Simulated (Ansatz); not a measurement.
Run report: CoO, geometry relaxation (part 3 of 3)

Continued. System: CoO (4 atoms in the cell). Method: DFT PBE, scalar-relativistic, plane waves, PAW, spin-polarised (Ansatz 0.2.0); cutoff 420 eV, 12×12×8 k-mesh, Gaussian smearing of 0.01 eV, collinear spins. The structure derives from a Materials Project entry.

Geometry of the input (Å; fractional positions):
```
3.1976  0.0000  0.0000
-1.5988  2.7692  0.0000
0.0000  0.0000  5.2287
Co 0.0000  0.0000  0.0035
Co 0.3333  0.6667  0.5034
O  0.0000  0.0000  0.3716
O  0.3333  0.6667  0.8716
```

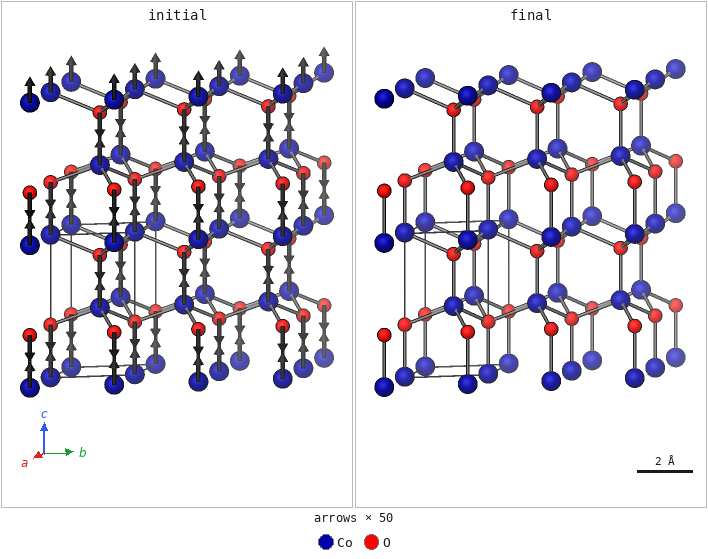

Fig. 1: Before (left) and after (right) the relaxation, at one scale (ball-and-stick view of the cell of the calculation, repeated 2 × 3 × 2, seen slightly off an axis). The black arrows give the displacements (without the part carried along by the change of the cell), magnified 50 times. The largest moves relative to the cell, 0.020 Å, are those of Co2, O3 and O4. By element the largest moves are Co 0.020 Å, O 0.020 Å. The drawn cell changes as follows: a = b 3.198 → 3.167 Å (−0.9 %), c 5.229 → 5.289 Å (+1.1 %); the volume changes by −0.8 %. Distances before and after: Co2–O4 1.925 → 1.908 Å, Co1–O3 1.925 → 1.908 Å. The space group stays P6_3mc (No. 186). The energy falls by 2.4 meV per atom in 5 geometry steps. Largest force component: 0.2 eV/Å at the start, 0.00038 eV/Å at the end. Pressure: −0.41 GPa at the start and 0.00 GPa at the end. 1 further SCF at an unchanged geometry re-selected the plane-wave basis for the new cell. The energy change given includes the shifts at the re-selections in mid-walk, which come without any move. A last SCF at the same geometry on a re-selected plane-wave basis shifts the energy by +0.0 meV per atom. (Atoms are counted from 1 in the order of the input.)

```
basis re-selected at this cell: Δ(F+E_penalty+E_count) = +8.291e-5 eV, ΔP = -0.002 GPa vs the last step (what re-selecting the basis moved, of the pressure what is left beyond the Pulay correction that the steps carried, after the strain that the cell walked since its last selection, with what the two solves' SCF thresholds leave and, on support functions, any second-order correction that the steps lacked; it is no measure of the basis error at this ecutwfc). This SCF's stress stands 7.98e-3 GPa from its target on what of the cell is left free (relax.cell.stress_tol is 5.00e-2 GPa) and its largest allowed force component is 3.75e-4 eV/Å (relax.f_tol is 5.00e-3 eV/Å): within both
SCF converged after 7 iterations
Magnetization: 0.0000 μB (23.0000 up, 23.0000 down)
Absolute magnetization: 5.0778 μB (∫|ρ↑−ρ↓|, with the PAW one-centre terms)
Spin contamination: 2.5805 ħ² per cell (⟨S²⟩ above its minimum at these occupations)
Per-site moments (μB) at R_I (Å): [(-2.112584279574263, 0.78693117386499), (2.112585000375692, 0.786931606034444), (0.15649219216860688, 0.78693117386499), (-0.15649231589137721, 0.786931606034444)]
Free energy (F): -11384.905761 eV
Harris-Foulkes:  -11384.905761 eV  (|F-HF|=3.64e-12)
Internal energy: -11384.905761 eV  (E = F + TS)
E sigma→0 (E₀):  -11384.905761 eV
Fermi energy:    11.249093 eV
--- Per-component energies (eV) ---
  E_band       = -734.967992
  E_kinetic    = 1238.875475
  E_local      = -7775.670210  (includes V_loc(G=0)·N_el)
  E_nonlocal   = 1025.983255
  E_hartree    = 3211.020772
  E_xc         = -457.607940
  E_vxc        = -587.985932  (∫ρ·V_xc dr)
  E_paw        = -3353.830812  (= ΣΔE_a)
  E_vpaw       = -1058.217248  (= ΣTr[D̂ρ^β])
  E_aug_tail   = 0.005181  (compensation charges beyond the density's cutoff)
  E_ewald      = -5273.681483
  E_smearing   = -0.000000  (= −TS)
  E_closure    = 0.000000  (closes the sum)
  Σ components = -11384.905761   (vs F -11384.905761, Δ=0.00e0)
--- Forces (eV/Å), atoms counted from 1 ---
  atom   1  Co     0.00000000    -0.00000000     0.00035736
  atom   2  Co    -0.00000000     0.00000000     0.00036173
  atom   3  O      0.00000000    -0.00000000    -0.00036528
  atom   4  O     -0.00000000     0.00000000    -0.00038245
  max |Σ_I F_I| component: 2.87e-5 eV/Å
--- Stress (GPa, compression-positive) ---
       -0.005875       0.000000       0.000000
       -0.000000      -0.005875      -0.000000
        0.000000      -0.000000       0.007978
  P = ⅓ Tr σ = -0.0013 GPa (-0.013 kbar)
--- Band table (eV; the first three rows and the last of 262) ---
  k-point 0 ↑: bands = ["-85.3404", "-82.6076", "-48.8611", "-48.5117", "-48.5117", "-46.0839", "-45.8937", "-45.8937", "-8.7918", "-8.0980", "4.1179", "5.2032", "5.3412", "5.3412", "6.3074", "6.3074", "9.0470", "9.0470", "9.4245", "10.1574", "10.1574", "11.1247", "11.1247", "11.3870", "12.9435", "13.3190", "13.3190", "16.8305", "18.3574", "24.9042", "25.1644"]
  k-point 1 ↑: bands = ["-85.3404", "-82.6076", "-48.8611", "-48.5117", "-48.5117", "-46.0839", "-45.8937", "-45.8937", "-8.7702", "-8.1210", "4.1285", "5.1408", "5.3424", "5.3424", "6.2980", "6.2980", "9.0601", "9.0601", "9.4720", "10.1641", "10.1641", "11.1302", "11.1302", "11.5163", "12.9603", "13.2999", "13.2999", "16.4353", "18.7414", "24.4102", "25.1514"]
  k-point 2 ↑: bands = ["-85.3403", "-82.6075", "-48.8610", "-48.5117", "-48.5117", "-46.0839", "-45.8936", "-45.8936", "-8.7104", "-8.1844", "4.1674", "4.9812", "5.3456", "5.3456", "6.2756", "6.2756", "9.0923", "9.0923", "9.5984", "10.1784", "10.1784", "11.1463", "11.1463", "11.8110", "13.0627", "13.2527", "13.2527", "15.6899", "19.4709", "23.3836", "25.1335"]
  k-point 130 ↓: bands = ["-85.3391", "-82.6062", "-48.8589", "-48.5249", "-48.5226", "-46.0814", "-45.9092", "-45.9062", "-8.1011", "-7.8184", "4.6618", "4.7791", "4.8614", "5.2495", "5.9655", "6.2688", "8.2669", "9.0282", "9.5231", "9.7719", "9.8501", "10.6128", "10.7309", "11.3988", "12.1414", "12.4264", "18.2070", "19.0257", "19.2769", "19.4340", "20.2847"]
--- Relaxed structure (6 steps of the walk, 6 accepted, 2 SCFs on fresh bases) ---
  F+E_penalty+E_count = -11384.90576104 eV   max|allowed force component| = 3.753e-4 eV/Å   (the final SCF, on the basis selected at the relaxed cell)
  cell:  # Å, volume = 45.9479 Å³
    - [3.1673863576100914, 2.8594427399039302e-11, -1.1670208597592842e-19]
    - [-1.5836931788298092, 2.7430370492763045, 2.334041719591555e-19]
    - [-1.9082830903538051e-19, 3.3052432677862444e-19, 5.288502066637324]
  atoms:
    - { symbol: Co, position: [-1.850371700814961e-17, 1.8725314243942948e-17, 0.0071360796314872375] }
    - { symbol: Co, position: [0.3333333333333333, 0.6666666666666666, 0.5071361013764443] }
    - { symbol: O, position: [-1.8503717008158942e-17, 1.827712069365147e-17, 0.3678642995705998] }
    - { symbol: O, position: [0.3333333333333333, 0.6666666666666666, 0.8678645194214688] }
--- Löwdin populations: 4 sites ---
  site symbol       q [e]    m [muB]
     0     Co     15.9560    -2.2752
     1     Co     15.9560     2.2752
     2      O      6.9018     0.2228
     3      O      6.9018    -0.2228
  spilling = 0.006182 (of n_electrons = 46.000000)
```

Trajectory as extended XYZ (Å, eV, eV/Å), 8 frames, from step=1 to step=8
```
4
Lattice="3.1976 0.0000 0.0000 -1.5988 2.7692 0.0000 0.0000 0.0000 5.2287" Properties=species:S:1:pos:R:3:forces:R:3 step=1 energy=-11384.89625 pressure_GPa=-0.41
Co    0.0000    0.0000    0.0182    0.0000   0.0000   0.1907
Co    0.0000    1.8462    2.6319    0.0000   0.0000   0.1978
O     0.0000    0.0000    1.9430    0.0000   0.0000  -0.1949
O     0.0000    1.8462    4.5571    0.0000   0.0000  -0.1936
4
Lattice="3.1855 0.0000 0.0000 -1.5927 2.7587 0.0000 0.0000 0.0000 5.2599" Properties=species:S:1:pos:R:3:forces:R:3 step=2 energy=-11384.90203 pressure_GPa=-0.41
Co    0.0000    0.0000    0.0252    0.0000   0.0000   0.1449
Co    0.0000    1.8391    2.6547    0.0000   0.0000   0.1497
O     0.0000    0.0000    1.9476    0.0000   0.0000  -0.1478
O     0.0000    1.8391    4.5774    0.0000   0.0000  -0.1467
4
Lattice="3.1671 0.0000 0.0000 -1.5836 2.7428 0.0000 0.0000 0.0000 5.2876" Properties=species:S:1:pos:R:3:forces:R:3 step=3 energy=-11384.90694 pressure_GPa=0.09
Co    0.0000    0.0000    0.0371    0.0000   0.0000   0.0128
Co    0.0000    1.8286    2.6809    0.0000   0.0000   0.0120
O     0.0000    0.0000    1.9457    0.0000   0.0000  -0.0125
O     0.0000    1.8286    4.5895    0.0000   0.0000  -0.0123
4
Lattice="3.1704 0.0000 0.0000 -1.5852 2.7456 0.0000 0.0000 0.0000 5.2863" Properties=species:S:1:pos:R:3:forces:R:3 step=4 energy=-11384.90661 pressure_GPa=-0.13
Co    0.0000    0.0000    0.0375    0.0000   0.0000  -0.0100
Co    0.0000    1.8304    2.6807    0.0000   0.0000  -0.0096
O     0.0000    0.0000    1.9448    0.0000   0.0000   0.0101
O     0.0000    1.8304    4.5880    0.0000   0.0000   0.0094
4
Lattice="3.1691 0.0000 0.0000 -1.5845 2.7445 0.0000 0.0000 0.0000 5.2856" Properties=species:S:1:pos:R:3:forces:R:3 step=5 energy=-11384.90682 pressure_GPa=-0.00
Co    0.0000    0.0000    0.0372    0.0000   0.0000  -0.0001
Co    0.0000    1.8297    2.6800    0.0000   0.0000  -0.0001
O     0.0000    0.0000    1.9449    0.0000   0.0000   0.0001
O     0.0000    1.8297    4.5877    0.0000   0.0000   0.0000
4
Lattice="3.1691 0.0000 0.0000 -1.5845 2.7445 0.0000 0.0000 0.0000 5.2856" Properties=species:S:1:pos:R:3:forces:R:3 step=6 energy=-11384.90573 pressure_GPa=-0.04
Co    0.0000    0.0000    0.0372    0.0000   0.0000   0.0000
Co    0.0000    1.8297    2.6800    0.0000   0.0000   0.0000
O     0.0000    0.0000    1.9449    0.0000   0.0000   0.0001
O     0.0000    1.8297    4.5877    0.0000   0.0000   0.0000
4
Lattice="3.1674 0.0000 0.0000 -1.5837 2.7430 0.0000 0.0000 0.0000 5.2885" Properties=species:S:1:pos:R:3:forces:R:3 step=7 energy=-11384.90584 pressure_GPa=0.00
Co    0.0000    0.0000    0.0377    0.0000   0.0000   0.0004
Co    0.0000    1.8287    2.6820    0.0000   0.0000   0.0004
O     0.0000    0.0000    1.9455    0.0000   0.0000  -0.0004
O     0.0000    1.8287    4.5897    0.0000   0.0000  -0.0004
4
Lattice="3.1674 0.0000 0.0000 -1.5837 2.7430 0.0000 0.0000 0.0000 5.2885" Properties=species:S:1:pos:R:3:forces:R:3 step=8 energy=-11384.90576 pressure_GPa=-0.00
Co    0.0000    0.0000    0.0377    0.0000   0.0000   0.0004
Co    0.0000    1.8287    2.6820    0.0000   0.0000   0.0004
O     0.0000    0.0000    1.9455    0.0000   0.0000  -0.0004
O     0.0000    1.8287    4.5897    0.0000   0.0000  -0.0004
```

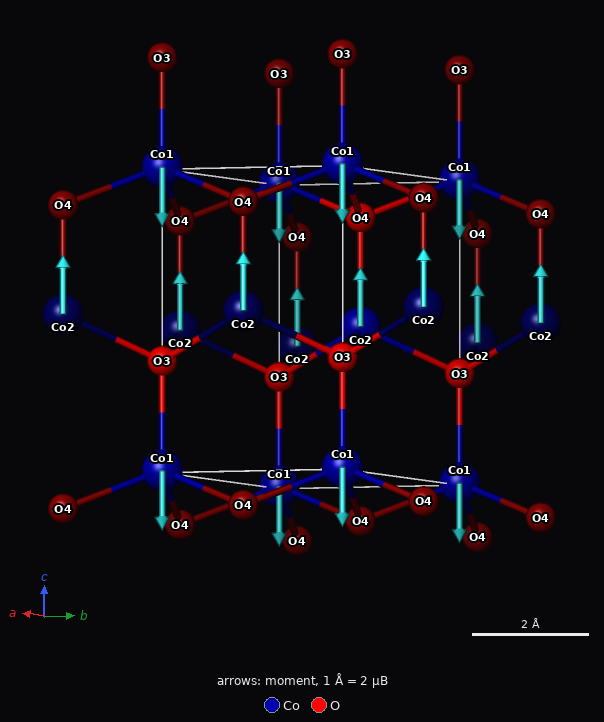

Fig. 2: Magnetic moments of the sites as teal arrows (ball-and-stick view of the cell of the calculation, seen at an oblique angle; neighbours outside the cell are drawn fainter; atoms are numbered from 1 in the order of the input); small moments hardly show. The run is collinear, so the axis drawn is arbitrary. Site moments: Co2 (2.11 μB); Co1 (−2.11 μB); O4 (−0.16 μB); O3 (0.16 μB). They are counted near the atoms and needn't add up to the moment of the cell.

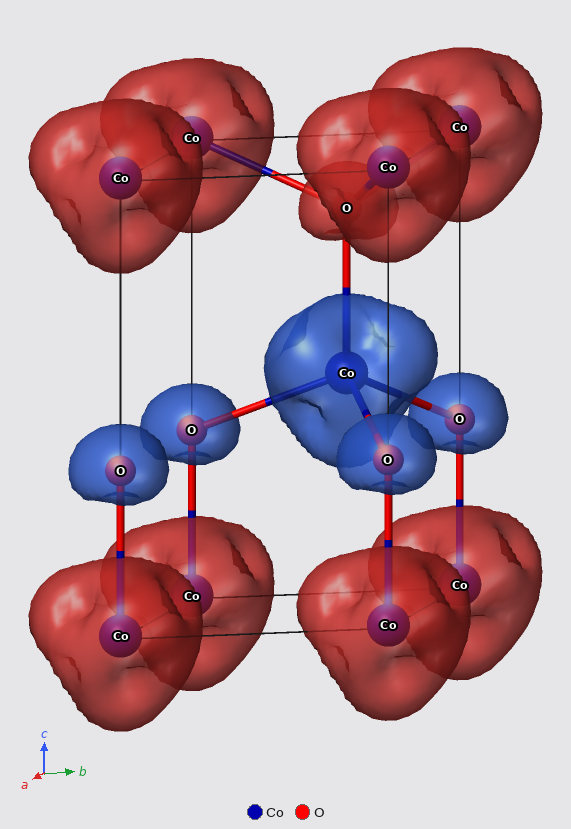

Fig. 3: Isosurfaces of the spin density (up minus down) at +0.08 (blue) and −0.08 e/Å³ (red), seen slightly off an axis. Sticks mark near contacts. The outline is the cell set on symmetry axes of the magnetic structure. The cell of the calculation (4 atoms) carries 0.0 μB net. In a PAW calculation such maps are meaningful between the atoms, not at the nuclei.

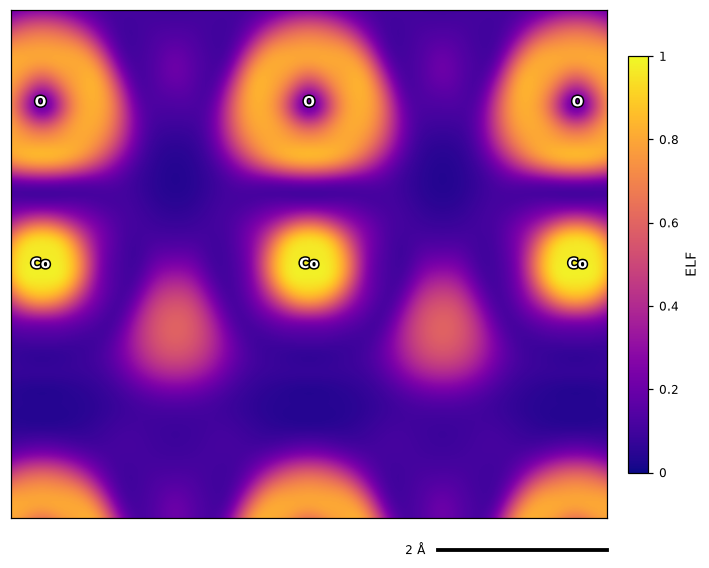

Fig. 4: ELF on the (100) plane of the conventional cell of the magnetic structure. Co–O (1.91 Å): the ELF is about 0.20 at the midpoint. The strong features right at Co lie inside the PAW spheres (semicore, d or f shells) and say nothing about bonding.

Summary

| quantity | value |
| --- | --- |
| outcome | converged |
| space group (tolerance 0.01 Å) | P6₃mc (186) |
| electrons treated | 46 |
| free energy | −11384.9058 eV |
| Fermi energy | 11.249 eV |
| gap on the k-point mesh | 0.15 eV |
| net moment of the cell | 0.00 μB |
| integrated absolute moment | 5.08 μB |
| pressure | 0.00 GPa |
| final volume | 45.95 Å³ |
| largest force (length of the vector) at the end | under 0.001 eV/Å |
| final cell | a = 3.167 Å, b = 3.167 Å, c = 5.289 Å, α = 90.00°, β = 90.00°, γ = 120.00° |
| wall time | 5.3 min (CPU time 10 min) |
| peak memory | 0.57 GiB |

Remarks

Semilocal DFT without U tends to delocalise the d electrons of such compounds and to underestimate the gap.
